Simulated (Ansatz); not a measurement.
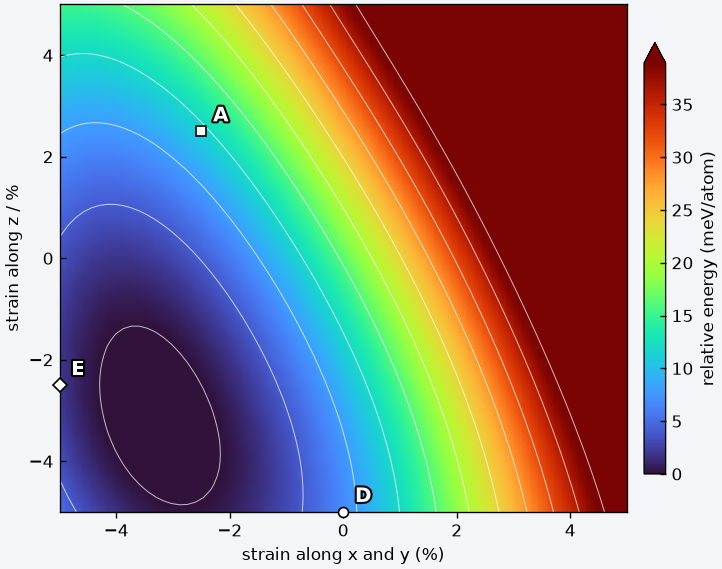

LiCl (Fm-3m, No. 225; 2 atoms in the cell). The cell is strained homogeneously, by one strain along x and y and another along z, with fractional coordinates fixed (x, y and z along the cube axes). Coordinates scanned: (1) strain along x and y; (2) strain along z. The scan uses a 5 × 5 grid. Energies are in meV/atom, from the lowest grid point. The reference cell is the one listed in the database, not relaxed at this level. Computed with Ansatz, DFT LDA, scalar-relativistic, plane waves, PAW. Settings: cutoff 420 eV, k-mesh 8×8×8, gaussian smearing 0.05 eV, no spin polarisation.

The picture shows a smooth colour map with a few white contour lines, one colour for all values above the top of the scale, lettered points. Between grid points the surface is interpolated.

**Rank the lettered points by energy, lowest first.**

E (2.1 meV/atom), D (7 meV/atom), A (11 meV/atom).
